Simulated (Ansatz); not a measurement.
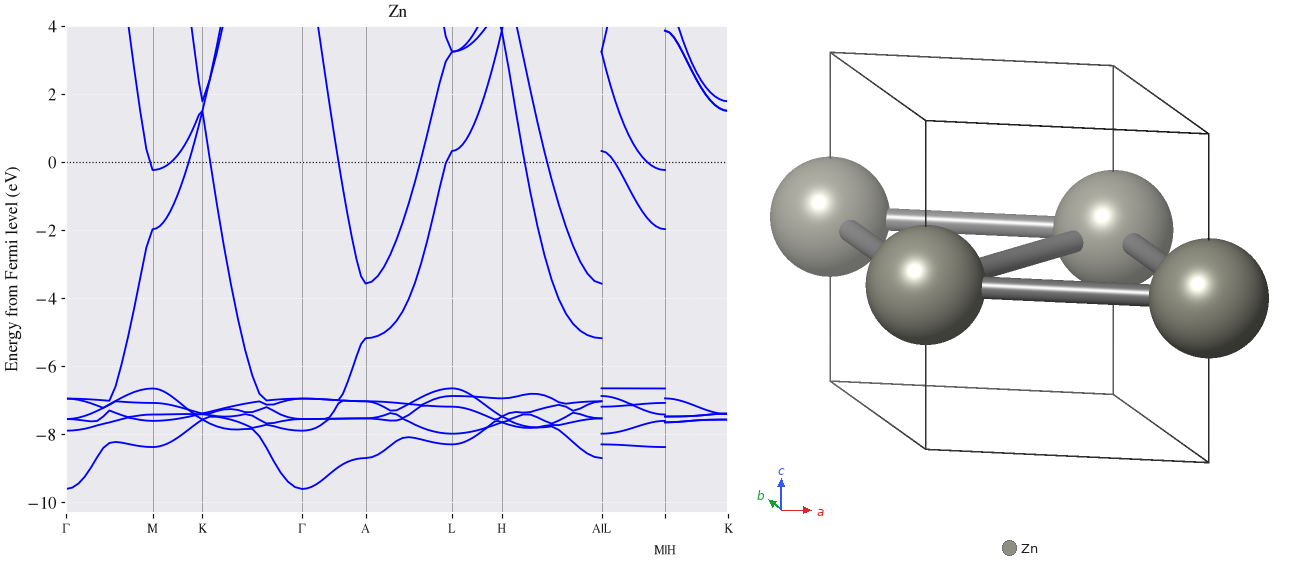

Band structure, beside the structure. Energies are counted from the Fermi level.

System: Zn, space group P6/mmm (No. 191), 1 atom in the cell.

Method: DFT PBE, scalar-relativistic, plane waves, PAW, no spin polarisation, 24×24×18 k mesh, 420 eV cutoff, Gaussian smearing of 0.1 eV (Ansatz).

### Is there a gap at the Fermi level?

A metal: 2 bands cross the Fermi level along this path.

### On which lines of the path do bands cross the Fermi level?

Bands cross the Fermi level on Γ–M, M–K, K–Γ, Γ–A, A–L, H–A and L–M, and not on L–H and H–K.

The structure is an invented one, so it need not be a known or stable phase.
